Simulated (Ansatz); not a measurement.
# Run report: Ga2O3, single-point calculation (part 2 of 2)

Ga2O3 (C2/m, 40 atoms in the cell); DFT PBEsol, scalar-relativistic, plane waves, PAW, no spin polarisation (Ansatz 0.2.0); cutoff 420 eV, 2×2×2 k-mesh, Gaussian smearing of 0.02 eV. The structure derives from a Materials Project entry. It belongs to a series of runs on one base structure; here: the perfect crystal in a cell of 40 atoms.

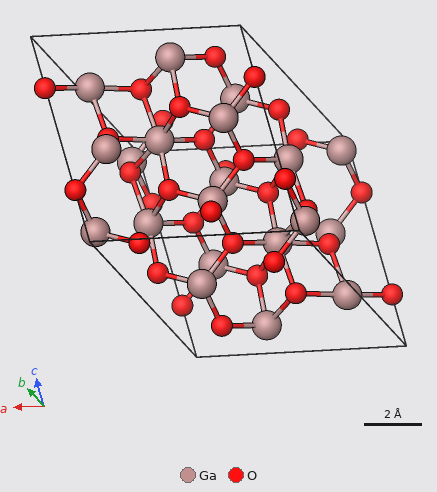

Figure 1. The input geometry (ball-and-stick view of the cell of the calculation, seen at an oblique angle). An atom can appear more than once, as a periodic image.

What the program printed, continued
```
  k-point 0: bands = ["-10.7783", "-10.2734", "-10.0396", "-9.9887", "-9.9387", "-9.8591", "-9.7574", "-9.7424", "-9.7319", "-9.5687", "-9.5161", "-9.4952", "-9.4211", "-9.3860", "-9.3610", "-9.3198", "-9.2779", "-9.2064", "-9.1448", "-9.1269", "-9.1068", "-9.0942", "-9.0718", "-9.0320", "-5.0055", "-4.9715", "-4.9714", "-4.9643", "-4.9513", "-4.9117", "-4.9047", "-4.8977", "-4.8865", "-4.8815", "-4.8763", "-4.8629", "-4.8423", "-4.8422", "-4.8391", "-4.8290",
      "-4.8284", "-4.8250", "-4.8121", "-4.7990", "-4.7979", "-4.7812", "-4.7749", "-4.7660", "-4.7631", "-4.7628", "-4.7625", "-4.7546", "-4.7511", "-4.7356", "-4.7239", "-4.7233", "-4.7174", "-4.7077", "-4.7033", "-4.6906", "-4.6781", "-4.6644", "-4.6603", "-4.6566", "-4.6498", "-4.6315", "-4.6292", "-4.6049", "-4.5993", "-4.5854", "-4.5735", "-4.5637", "-4.5422", "-4.5374", "-4.5321", "-4.5253", "-4.5227", "-4.5142", "-4.5128", "-4.5091",
      "-4.5021", "-4.4899", "-4.4799", "-4.4783", "-4.4769", "-4.4726", "-4.4642", "-4.4578", "-4.4518", "-4.4221", "-4.3767", "-4.3748", "-4.3432", "-4.3193", "-4.1899", "-4.0511", "-4.0468", "-3.9659", "-3.8763", "-3.8703", "-3.8246", "-3.7471", "-3.7145", "-3.7110", "0.9169", "1.1572", "1.2809", "1.6040", "1.7105", "1.9120", "1.9807", "2.0088", "2.4105", "2.6535", "2.7122", "2.8583", "2.8817", "2.8862", "2.9279", "3.2701",
      "3.3282", "3.6738", "3.8767", "3.9761", "4.0508", "4.0705", "4.1644", "4.1777", "4.3087", "4.5291", "4.5454", "4.7178", "4.7451", "4.7723", "4.8758", "4.9301", "5.1566", "5.1835", "5.2607", "5.3468", "5.3693", "5.5614", "5.6532", "5.7015", "5.7536", "5.8735", "5.9097", "6.0317", "6.1103", "6.1651", "6.2209", "6.3406", "6.4328", "6.4420", "6.5030", "6.6882", "6.7489", "6.7789", "6.7990", "6.7998",
      "6.9394", "6.9876", "7.0683", "7.1287", "7.1475", "7.1613", "7.2863", "7.2959", "7.3154", "7.3575", "7.3871", "7.4276", "7.6181", "7.7713", "7.8486", "7.8938", "11.0663", "13.5629", "13.6009", "13.7320", "13.9279", "13.9294", "14.1129", "14.2759", "14.3079", "14.6052", "14.6478", "14.7818", "15.0694", "15.1440", "15.1747", "15.8269", "15.8533", "15.8876", "15.9506", "16.2625", "16.3977", "16.6491", "16.7857", "16.8539",
      "17.0781", "17.3059", "17.5676", "17.6026", "17.9662", "18.0847", "18.1224", "18.2643", "18.4864", "18.6556", "18.7957", "18.8909", "19.1271", "19.1981", "19.2641", "19.5457"]
  k-point 1: bands = ["-10.6795", "-10.4588", "-10.0926", "-10.0783", "-9.9064", "-9.7384", "-9.7038", "-9.6572", "-9.6315", "-9.6115", "-9.5980", "-9.4621", "-9.3958", "-9.3889", "-9.3778", "-9.3259", "-9.2663", "-9.2147", "-9.2003", "-9.1219", "-9.1037", "-9.0886", "-9.0767", "-9.0580", "-5.0181", "-4.9767", "-4.9643", "-4.9493", "-4.9433", "-4.9148", "-4.9069", "-4.9067", "-4.8833", "-4.8777", "-4.8769", "-4.8480", "-4.8448", "-4.8442", "-4.8408", "-4.8330",
      "-4.8254", "-4.8232", "-4.8191", "-4.8111", "-4.8045", "-4.7783", "-4.7782", "-4.7774", "-4.7661", "-4.7621", "-4.7548", "-4.7490", "-4.7412", "-4.7322", "-4.7321", "-4.7251", "-4.7022", "-4.6985", "-4.6983", "-4.6978", "-4.6885", "-4.6836", "-4.6628", "-4.6592", "-4.6521", "-4.6372", "-4.6174", "-4.6048", "-4.5973", "-4.5766", "-4.5729", "-4.5725", "-4.5536", "-4.5504", "-4.5273", "-4.5231", "-4.5191", "-4.5140", "-4.5130", "-4.5052",
      "-4.5024", "-4.4997", "-4.4942", "-4.4765", "-4.4744", "-4.4691", "-4.4622", "-4.4538", "-4.4181", "-4.3988", "-4.3931", "-4.3365", "-4.2714", "-4.2288", "-4.1995", "-4.1798", "-4.0903", "-4.0386", "-3.8980", "-3.8791", "-3.7833", "-3.7392", "-3.7241", "-3.7016", "1.1392", "1.3311", "1.5260", "1.6200", "1.7288", "1.7768", "1.8462", "1.9538", "2.1312", "2.1620", "2.3392", "2.8962", "2.9765", "2.9961", "3.0432", "3.5717",
      "3.5843", "3.8102", "3.8260", "3.9742", "4.0542", "4.1029", "4.1387", "4.2471", "4.3856", "4.4307", "4.5103", "4.5231", "4.5650", "4.7215", "4.8744", "4.9208", "5.0689", "5.1629", "5.2036", "5.3394", "5.7412", "5.7605", "5.7747", "5.8012", "5.8311", "5.8516", "5.9129", "5.9933", "6.0128", "6.0911", "6.1529", "6.2897", "6.3957", "6.4644", "6.5638", "6.5988", "6.6376", "6.8695", "6.9151", "6.9378",
      "6.9408", "6.9771", "7.0063", "7.0587", "7.1289", "7.1682", "7.1747", "7.2077", "7.3228", "7.4576", "7.4887", "7.4904", "7.5944", "7.6332", "7.7538", "7.8377", "11.6466", "12.7752", "13.2866", "13.6302", "13.7916", "13.9073", "14.1051", "14.2944", "14.3911", "14.5878", "14.6582", "15.0067", "15.1206", "15.3498", "15.3953", "15.5475", "15.6941", "16.1685", "16.3661", "16.5128", "16.5611", "16.6945", "16.7251", "16.8939",
      "17.2083", "17.2583", "17.7465", "17.8236", "17.8614", "17.9124", "18.0023", "18.1166", "18.6877", "18.6923", "18.7547", "18.8140", "18.9910", "19.1643", "19.1672", "19.1905"]
  k-point 2: bands = ["-10.6570", "-10.3521", "-10.2052", "-10.1218", "-9.9748", "-9.7623", "-9.7369", "-9.6353", "-9.6164", "-9.5825", "-9.5109", "-9.4902", "-9.4530", "-9.3747", "-9.3511", "-9.3113", "-9.2424", "-9.1912", "-9.1720", "-9.1686", "-9.1273", "-9.0920", "-9.0654", "-9.0407", "-4.9882", "-4.9861", "-4.9778", "-4.9623", "-4.9611", "-4.9275", "-4.9181", "-4.9052", "-4.8768", "-4.8729", "-4.8718", "-4.8658", "-4.8635", "-4.8539", "-4.8509", "-4.8429",
      "-4.8279", "-4.8238", "-4.8215", "-4.8182", "-4.8148", "-4.7843", "-4.7652", "-4.7624", "-4.7583", "-4.7579", "-4.7523", "-4.7498", "-4.7403", "-4.7302", "-4.7299", "-4.7228", "-4.7082", "-4.7048", "-4.6896", "-4.6739", "-4.6719", "-4.6650", "-4.6598", "-4.6548", "-4.6522", "-4.6517", "-4.6417", "-4.6416", "-4.6201", "-4.5773", "-4.5767", "-4.5652", "-4.5519", "-4.5450", "-4.5360", "-4.5354", "-4.5253", "-4.5235", "-4.5072", "-4.5071",
      "-4.4995", "-4.4993", "-4.4961", "-4.4784", "-4.4682", "-4.4635", "-4.4575", "-4.4368", "-4.4259", "-4.3688", "-4.3630", "-4.2542", "-4.2282", "-4.1290", "-4.1119", "-4.0908", "-4.0789", "-4.0669", "-3.9198", "-3.9106", "-3.9073", "-3.8477", "-3.7966", "-3.6847", "1.2607", "1.3210", "1.4135", "1.6875", "1.7335", "1.7421", "1.8445", "1.8782", "2.0744", "2.2625", "2.3277", "2.8569", "2.9382", "2.9940", "3.2439", "3.3452",
      "3.3767", "3.6005", "3.7255", "3.8389", "3.9616", "4.1821", "4.2125", "4.3639", "4.5161", "4.5327", "4.5356", "4.6657", "4.7594", "4.9914", "5.0541", "5.0996", "5.1886", "5.2229", "5.2393", "5.4003", "5.4541", "5.5201", "5.5261", "5.6096", "5.6819", "5.7263", "5.7575", "6.0342", "6.0650", "6.1672", "6.3356", "6.4233", "6.4956", "6.5963", "6.6043", "6.6610", "6.7435", "6.7483", "6.8414", "6.8653",
      "6.8800", "6.9423", "7.0362", "7.0755", "7.0964", "7.1853", "7.2067", "7.2242", "7.3634", "7.4033", "7.4093", "7.4259", "7.4540", "7.7596", "7.8075", "7.8492", "11.9678", "12.8389", "13.3465", "13.3755", "13.4201", "14.0992", "14.1334", "14.4118", "14.6074", "14.6925", "14.7904", "14.8713", "14.9808", "15.2645", "15.5594", "15.6254", "15.9161", "15.9188", "15.9673", "16.0288", "16.5227", "16.5522", "16.6790", "16.8827",
      "17.0477", "17.3565", "17.5147", "17.5529", "17.8007", "17.8867", "17.9609", "17.9941", "18.3761", "18.4278", "18.6461", "18.7095", "18.8616", "19.2088", "19.3775", "19.4212"]
  k-point 3: bands = ["-10.6163", "-10.4699", "-10.1591", "-10.1281", "-9.8588", "-9.7629", "-9.7124", "-9.6979", "-9.6222", "-9.5721", "-9.5137", "-9.4686", "-9.4518", "-9.4189", "-9.4103", "-9.3393", "-9.2550", "-9.1661", "-9.1494", "-9.1383", "-9.1364", "-9.0888", "-9.0850", "-9.0138", "-4.9939", "-4.9763", "-4.9647", "-4.9594", "-4.9571", "-4.9377", "-4.9136", "-4.9013", "-4.9008", "-4.8762", "-4.8756", "-4.8616", "-4.8612", "-4.8577", "-4.8504", "-4.8443",
      "-4.8363", "-4.8235", "-4.8234", "-4.8231", "-4.8202", "-4.7878", "-4.7748", "-4.7662", "-4.7624", "-4.7562", "-4.7518", "-4.7342", "-4.7332", "-4.7230", "-4.7177", "-4.7143", "-4.7049", "-4.7002", "-4.6991", "-4.6948", "-4.6879", "-4.6736", "-4.6723", "-4.6512", "-4.6511", "-4.6402", "-4.6373", "-4.6361", "-4.5905", "-4.5744", "-4.5706", "-4.5583", "-4.5583", "-4.5494", "-4.5476", "-4.5348", "-4.5253", "-4.5132", "-4.5092", "-4.5051",
      "-4.4988", "-4.4933", "-4.4889", "-4.4872", "-4.4695", "-4.4676", "-4.4538", "-4.4370", "-4.3892", "-4.3866", "-4.3033", "-4.2679", "-4.2129", "-4.2038", "-4.1833", "-4.1346", "-4.0710", "-4.0037", "-3.9793", "-3.9044", "-3.8711", "-3.8240", "-3.7751", "-3.6804", "1.1048", "1.3554", "1.4588", "1.5618", "1.8622", "1.8946", "2.0415", "2.0420", "2.0622", "2.1211", "2.3754", "2.4488", "2.8844", "3.0107", "3.2216", "3.2573",
      "3.3740", "3.4502", "3.7717", "3.9725", "4.1088", "4.2048", "4.3559", "4.3700", "4.4861", "4.5138", "4.6172", "4.6268", "4.7843", "4.8808", "4.9630", "5.0009", "5.1406", "5.2213", "5.2544", "5.3388", "5.5088", "5.6150", "5.7428", "5.7440", "5.7452", "5.8807", "5.8929", "5.9050", "5.9464", "6.0741", "6.1688", "6.3773", "6.3955", "6.4046", "6.5749", "6.6805", "6.7410", "6.7431", "6.8444", "6.8650",
      "6.9405", "6.9673", "7.0248", "7.1179", "7.1231", "7.2444", "7.2500", "7.3178", "7.3260", "7.3402", "7.3921", "7.3980", "7.4725", "7.8018", "7.8161", "7.8700", "11.8861", "12.9197", "13.3993", "13.4700", "13.6435", "13.8396", "14.0271", "14.3320", "14.4094", "14.4634", "14.7780", "14.9192", "15.2923", "15.3966", "15.4108", "15.5609", "15.5994", "15.9385", "16.2624", "16.2880", "16.6487", "16.6553", "16.6851", "16.9131",
      "17.2020", "17.3460", "17.3614", "17.3917", "17.7503", "17.7640", "17.8332", "17.9914", "18.4596", "18.4989", "18.5793", "18.7923", "18.9269", "19.1547", "19.3077", "19.4075"]
```

Results in brief

| quantity | value |
| --- | --- |
| outcome | converged |
| space group (tolerance 0.01 Å) | C2/m (12) |
| electrons treated | 352 |
| free energy | −73367.3230 eV |
| Fermi energy | 9.480 eV |
| gap on the k-point mesh | 3.17 eV |
| pressure | 0.00 GPa |
| largest force (length of the vector) | 0.005 eV/Å |
| hardware | 8 threads of AMD EPYC (Zen 4), 24 GiB of memory available, shared host |
| wall time | 4.6 s (CPU time 33 s) |
| peak memory | 1.9 GiB |
